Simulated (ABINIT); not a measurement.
## Run report: MoS$_{2}$, single-point calculation

- system: MoS$_{2}$ (P-3m1, 3 atoms in the cell)
- method: Kohn-Sham DFT of a periodic cell, PBE0, SG15 NC PBE v1.2, no spin polarisation (ABINIT 10.8.3)

The structure derives from a Materials Project entry.

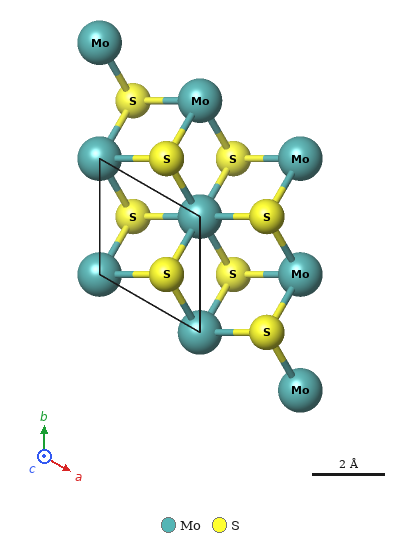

Fig. 1: The structure (ball-and-stick view of the cell of the calculation, repeated 2 × 2 × 1, along the c axis). An atom can appear more than once, as a periodic image. Near neighbours in the periodic cell (some may lie outside the picture): Mo has 6 S at 2.42 Å; S has 3 Mo at 2.42 Å.

### The input
```
# Pseudopotentials
pp_dirpath "./"
pseudos "Mo_ONCV_PBE-1.2.upf, S_ONCV_PBE-1.2.upf"

# Structure
acell 3.2274645616 3.2274645615 6.31247342 Angstrom
rprim
     1.0000000000     0.0000000000     0.0000000000
    -0.5000000000     0.8660254038     0.0000000000
     0.0000000000     0.0000000000     1.0000000000
ntypat 2
znucl 42 16
natom 3
typat 1 2 2
xred
     0.0000000000     0.0000000000     0.5000000000
     0.6666666667     0.3333333333     0.7446806800
     0.3333333333     0.6666666667     0.2553193200

# Plane-wave basis
ecut 22.0

# k points
kptopt 1
ngkpt 4 4 2
nshiftk 1
shiftk 0.0 0.0 0.0

# Exchange and correlation
ixc 41
hyb_mixing 0.15

# Bands and occupations
nband 17
occopt 3
tsmear 0.05 eV

# SCF cycle
nstep 60
toldfe 1.0e-7

# Output
iomode 3
prtwf 0
prteig 0
prtebands 0
enunit 1
prtden 1
prtvha 1
prtvclmb 1
prtpot 1
prtelf 1
```

Run as:
```bash
mpirun --bind-to none -np 4 abinit run.abi > log 2>&1
```

### Output
```
.Version 10.8.3 of ABINIT
 Symmetries : space group P-3 m 1 (#164); Bravais hP (primitive hexag.)
================================================================================
 Values of the parameters that define the memory need of the present run
     intxc =       0    ionmov =       0      iscf =       7    lmnmax =       6
     lnmax =       6     mgfft =      54  mpssoang =       3    mqgrid =    3001
     natom =       3  nloc_mem =       1    nspden =       1   nspinor =       1
    nsppol =       1      nsym =      12    n1xccc =       0    ntypat =       2
    occopt =       3   xclevel =       2
       mpw =        1934          nfft =       39366          nkpt =           8
================================================================================
================================================================================

--------------------------------------------------------------------------------
------------- Echo of variables that govern the present computation ------------
--------------------------------------------------------------------------------
 -outvars: echo values of preprocessed input variables --------
            acell      6.0990241025E+00  6.0990241023E+00  1.1928845941E+01 Bohr
              amu      9.59400000E+01  3.20660000E+01
             ecut      2.20000000E+01 Hartree
           enunit           1
   hyb_mixing          1.5000000000E-01
              ixc          41
         kptrlatt        4    0    0      0    4    0      0    0    2
          kptrlen      2.38576919E+01
            natom           3
            nband          17
          nbandhf          17
            ngfft          27      27      54
             nkpt           8
           nkpthf          32
            nstep          60
             nsym          12
           ntypat           2
           occopt           3
        prtebands           0
           prteig           0
           prtelf           1
           prtpot           1
         prtvclmb           1
           prtvha           1
            prtwf           0
            rprim      1.0000000000E+00  0.0000000000E+00  0.0000000000E+00
                      -5.0000000000E-01  8.6602540380E-01  0.0000000000E+00
                       0.0000000000E+00  0.0000000000E+00  1.0000000000E+00
          spgroup         164
           toldfe      1.00000000E-07 Hartree
           tsmear      1.83746611E-03 Hartree
            typat      1  2  2
          usefock           1
           xangst      0.0000000000E+00  0.0000000000E+00  3.1562367100E+00
                       1.6137322808E+00  9.3168876671E-01  4.7007769989E+00
                       3.3332820768E-11  1.8633775334E+00  1.6116964211E+00
            xcart      0.0000000000E+00  0.0000000000E+00  5.9644229704E+00
                       3.0495120513E+00  1.7606366037E+00  8.8831811069E+00
                       6.2989902255E-11  3.5212732073E+00  3.0456648340E+00
             xred      0.0000000000E+00  0.0000000000E+00  5.0000000000E-01
                       6.6666666667E-01  3.3333333333E-01  7.4468068000E-01
                       3.3333333333E-01  6.6666666667E-01  2.5531932000E-01
            znucl       42.00000   16.00000

================================================================================

 chkinp: Checking input parameters for consistency.

================================================================================
== DATASET  1 ==================================================================

--- !DatasetInfo
iteration_state: {dtset: 1, }
dimensions: {natom: 3, nkpt: 8, mband: 17, nsppol: 1, nspinor: 1, nspden: 1, mpw: 1934, }
cutoff_energies: {ecut:  22.0, pawecutdg:  -1.0, }
electrons: {nelect:   2.60000000E+01, charge:   0.00000000E+00, occopt:   3.00000000E+00, tsmear:   1.83746611E-03, }
meta: {optdriver: 0, ionmov: 0, optcell: 0, iscf: 7, paral_kgb: 0, }
...

 Exchange-correlation functional for the present dataset will be:
  PBE0 with alpha=0.25

 Real(R)+Recip(G) space primitive vectors, cartesian coordinates (Bohr,Bohr^-1):
 R(1)=  6.0990241  0.0000000  0.0000000  G(1)=  0.1639607  0.0946627  0.0000000
 R(2)= -3.0495121  5.2819098  0.0000000  G(2)=  0.0000000  0.1893255  0.0000000
 R(3)=  0.0000000  0.0000000 11.9288459  G(3)=  0.0000000  0.0000000  0.0838304
 Unit cell volume ucvol=  3.8428175E+02 bohr^3
 Angles (23,13,12)=  9.00000000E+01  9.00000000E+01  1.20000000E+02 degrees

 getcut: wavevector=  0.0000  0.0000  0.0000  ngfft=  27  27  54
         ecut(hartree)=     22.000   => boxcut(ratio)=   2.02099

--- Pseudopotential description ------------------------------------------------
- pspini: atom type   1  psp file is ./Mo_ONCV_PBE-1.2.upf
12 -101130 2 -1 602                           pspcod,pspxc,lmax,lloc,mmax
     nproj     2     2     2

- pspini: atom type   2  psp file is ./S_ONCV_PBE-1.2.upf
12 -101130 1 -1 602                           pspcod,pspxc,lmax,lloc,mmax
     nproj     2     2     0

   5.42554789E+02                                ecore*ucvol(ha*bohr**3)
--------------------------------------------------------------------------------

================================================================================

--- !BeginCycle
iteration_state: {dtset: 1, }
solver: {iscf: 7, nstep: 60, nline: 4, wfoptalg: 0, }
tolerances: {toldfe: 1.00E-07, }
...

     iter   Etot(hartree)      deltaE(h)  residm     vres2
 ETOT  1  -87.117242241967    -8.712E+01 6.132E-02 1.279E+02
 ETOT  2  -88.758010675772    -1.641E+00 8.200E-03 1.657E+03
 ETOT  3  -88.970949638622    -2.129E-01 1.249E-03 5.211E+02
 ETOT  4  -89.040826303785    -6.988E-02 1.117E-03 1.003E+02
 ETOT  5  -89.062790166855    -2.196E-02 2.815E-04 2.644E+01
 ETOT  6  -89.052415687521     1.037E-02 1.056E-04 9.243E+01
 ETOT  7  -89.063825897849    -1.141E-02 3.712E-05 1.910E+01
 ETOT  8  -89.067254816345    -3.429E-03 3.810E-05 6.381E-01
 ETOT  9  -89.067342106157    -8.729E-05 2.605E-06 1.271E+00
 ETOT 10  -89.067539879996    -1.978E-04 2.072E-06 2.484E-04
 ETOT 11  -89.067555059343    -1.518E-05 1.126E-06 2.928E-02
 ETOT 12  -89.067565515149    -1.046E-05 5.533E-07 2.703E-02
 ETOT 13  -89.067574825783    -9.311E-06 3.092E-07 2.006E-02
 ETOT 14  -89.067580633524    -5.808E-06 2.869E-07 1.308E-02
 ETOT 15  -89.067579898127     7.354E-07 2.835E-07 3.370E-02
 ETOT 16  -89.067585110728    -5.213E-06 1.870E-07 2.248E-03
 ETOT 17  -89.067585837151    -7.264E-07 1.467E-07 2.538E-05
 ETOT 18  -89.067585854900    -1.775E-08 1.133E-07 3.649E-04
 ETOT 19  -89.067585915283    -6.038E-08 8.222E-08 1.212E-05

 At SCF step   19, etot is converged :
  for the second time, diff in etot=  6.038E-08 < toldfe=  1.000E-07

 Compute ELF
--------------------------------------------------------------------------------

 Compute kinetic energy density

 Compute gradient of the electron density
 Electron Localization Function (ELF) [min:0;max:1]
)     Maximum=    9.4548E-01  at reduced coord.    0.6667    0.3333    0.8889
)     Minimum=    4.1376E-07  at reduced coord.    0.3333    0.6667    0.2593
   Integrated=    1.4686E+02

--------------------------------------------------------------------------------
 End of ELF section

 Cartesian components of stress tensor (hartree/bohr^3)
  sigma(1 1)=  1.21344833E-06  sigma(3 2)=  0.00000000E+00
  sigma(2 2)=  1.21344843E-06  sigma(3 1)=  0.00000000E+00
  sigma(3 3)=  5.25764369E-05  sigma(2 1)= -6.57465165E-14

--- !ResultsGS
iteration_state: {dtset: 1, }
comment   : Summary of ground state results
lattice_vectors:
- [  6.0990241,   0.0000000,   0.0000000, ]
- [ -3.0495121,   5.2819098,   0.0000000, ]
- [  0.0000000,   0.0000000,  11.9288459, ]
lattice_lengths: [   6.09902,    6.09902,   11.92885, ]
lattice_angles: [ 90.000,  90.000, 120.000, ] # degrees, (23, 13, 12)
lattice_volume:   3.8428175E+02
convergence: {deltae: -6.038E-08, res2:  1.212E-05, residm:  8.222E-08, diffor: null, }
etotal    :  -8.90675859E+01
entropy   :   0.00000000E+00
fermie    :   3.14571076E-01
cartesian_stress_tensor: # hartree/bohr^3
- [  1.21344833E-06,  -6.57465165E-14,   0.00000000E+00, ]
- [ -6.57465165E-14,   1.21344843E-06,   0.00000000E+00, ]
- [  0.00000000E+00,   0.00000000E+00,   5.25764369E-05, ]
pressure_GPa:  -5.3942E-01
xred      :
- [  0.0000E+00,   0.0000E+00,   5.0000E-01, Mo]
- [  6.6667E-01,   3.3333E-01,   7.4468E-01,  S]
- [  3.3333E-01,   6.6667E-01,   2.5532E-01,  S]
cartesian_forces: # hartree/bohr
- [  1.17730101E-28,  -2.03914517E-28,  -0.00000000E+00, ]
- [ -9.41840811E-28,  -1.22348710E-27,  -6.10559030E-03, ]
- [  8.24110710E-28,   1.42740162E-27,   6.10559030E-03, ]
force_length_stats: {min:   2.35460203E-28, max:   6.10559030E-03, mean:   4.07039354E-03, }
...

 Integrated electronic density in atomic spheres:
 ------------------------------------------------
 Atom  Sphere_radius  Integrated_density
    1        2.00000         10.44953556
    2        2.00000          3.93773584
    3        2.00000          3.93773584
================================================================================

 ----iterations are completed or convergence reached----

 Mean square residual over all n,k,spin=   76.831E-11; max=  82.221E-09
 reduced coordinates (array xred) for    3 atoms
       0.000000000000      0.000000000000      0.500000000000
       0.666666666667      0.333333333333      0.744680680000
       0.333333333333      0.666666666667      0.255319320000
 rms dE/dt=  3.4334E-02; max dE/dt=  7.2833E-02; dE/dt below (all hartree)
    1       0.000000000000      0.000000000000      0.000000000000
    2       0.000000000000      0.000000000000      0.072832646117
    3      -0.000000000000     -0.000000000000     -0.072832646117

 cartesian coordinates (angstrom) at end:
    1      0.00000000000000     0.00000000000000     3.15623671000000
    2      1.61373228081667     0.93168876670774     4.70077699888753
    3      0.00000000003333     1.86337753341549     1.61169642111247

 cartesian forces (hartree/bohr) at end:
    1      0.00000000000000    -0.00000000000000    -0.00000000000000
    2     -0.00000000000000    -0.00000000000000    -0.00610559030418
    3      0.00000000000000     0.00000000000000     0.00610559030418
 frms,max,avg= 2.8782029E-03 6.1055903E-03   0.000E+00  0.000E+00  0.000E+00 h/b

 cartesian forces (eV/Angstrom) at end:
    1      0.00000000000000    -0.00000000000000    -0.00000000000000
    2     -0.00000000000000    -0.00000000000000    -0.31396207681723
    3      0.00000000000000     0.00000000000000     0.31396207681723
 frms,max,avg= 1.4800314E-01 3.1396208E-01   0.000E+00  0.000E+00  0.000E+00 e/A
 length scales=  6.099024102497  6.099024102308 11.928845940872 bohr
              =  3.227464561600  3.227464561500  6.312473420000 angstroms
 Fermi (or HOMO) energy (eV) =   8.55992   Average Vxc (eV)=  -9.03967
 Eigenvalues (   eV  ) for nkpt=   8  k points:
 kpt#   1, nband= 17, wtk=  0.03125, kpt=  0.0000  0.0000  0.0000 (reduced coord)
 -56.05636  -29.11361  -29.10623  -29.10622   -7.54349   -5.98261    1.08817    3.94248
   3.94248    6.26788    7.24370    7.34314    7.34316    7.99523    7.99524   12.39789
  12.39789
 prteigrs : prtvol=0 or 1, do not print more k-points.

--- !EnergyTerms
iteration_state     : {dtset: 1, }
comment             : Components of total free energy in Hartree
kinetic             :  2.89115016883068E+01
hartree             :  2.91016458249107E+01
xc                  : -1.06418491259100E+01
Ewald energy        : -5.70820386250769E+01
psp_core            :  1.41186717263295E+00
local_psp           : -8.88224595966592E+01
non_local_psp+x     :  8.05436214075455E+00
internal            : -8.90669705210411E+01
'-kT*entropy'       : -6.15394241962259E-04
total_energy        : -8.90675859152830E+01
...

--- !EnergyTermsDC
iteration_state     : {dtset: 1, }
comment             : '"Double-counting" decomposition of free energy'
band_energy         : -9.16487248331478E+00
Ewald energy        : -5.70820386250769E+01
psp_core            :  1.41186717263295E+00
xc_dc               : -2.42319954586982E+01
internal            : -8.90670393944569E+01
'-kT*entropy'       : -6.15394241962259E-04
total_energy_dc     : -8.90676547886988E+01
...

 Cartesian components of stress tensor (hartree/bohr^3)
  sigma(1 1)=  1.21344833E-06  sigma(3 2)=  0.00000000E+00
  sigma(2 2)=  1.21344843E-06  sigma(3 1)=  0.00000000E+00
  sigma(3 3)=  5.25764369E-05  sigma(2 1)= -6.57465165E-14

-Cartesian components of stress tensor (GPa)         [Pressure= -5.3942E-01 GPa]
- sigma(1 1)=  3.57008825E-02  sigma(3 2)=  0.00000000E+00
- sigma(2 2)=  3.57008853E-02  sigma(3 1)=  0.00000000E+00
- sigma(3 3)=  1.54685218E+00  sigma(2 1)= -1.93432930E-09

== END DATASET(S) ==============================================================
================================================================================

 -outvars: echo values of variables after computation  --------
            acell      6.0990241025E+00  6.0990241023E+00  1.1928845941E+01 Bohr
           etotal     -8.9067585915E+01
            fcart      1.1773010142E-28 -2.0391451725E-28 -0.0000000000E+00
                      -9.4184081139E-28 -1.2234871035E-27 -6.1055903042E-03
                       8.2411070997E-28  1.4274016207E-27  6.1055903042E-03
            rprim      1.0000000000E+00  0.0000000000E+00  0.0000000000E+00
                      -5.0000000000E-01  8.6602540380E-01  0.0000000000E+00
                       0.0000000000E+00  0.0000000000E+00  1.0000000000E+00
           strten      1.2134483305E-06  1.2134484262E-06  5.2576436860E-05
                       0.0000000000E+00  0.0000000000E+00 -6.5746516505E-14
           xangst      0.0000000000E+00  0.0000000000E+00  3.1562367100E+00
                       1.6137322808E+00  9.3168876671E-01  4.7007769989E+00
                       3.3332820768E-11  1.8633775334E+00  1.6116964211E+00
             xred      0.0000000000E+00  0.0000000000E+00  5.0000000000E-01
                       6.6666666667E-01  3.3333333333E-01  7.4468068000E-01
                       3.3333333333E-01  6.6666666667E-01  2.5531932000E-01
 Calculation completed.
```

### Results in brief

```csv
quantity,value
outcome,converged
space group (tolerance 0.01 Å),P-3m1 (164)
electrons treated,26
free energy,−2423.6525 eV
gap on the k-point mesh,none (metallic)
pressure,−0.54 GPa
largest force (length of the vector),0.314 eV/Å
hardware,"4 threads of Arm Neoverse V1, 24 GiB of memory available, shared host"
wall time,7.3 min (CPU time 29 min)
peak memory,0.32 GiB
```

### Notes

The settings depart from the standard set-up of this series, which can bear on the numbers. Points of doubt noted for this run: coarse exchange mesh.
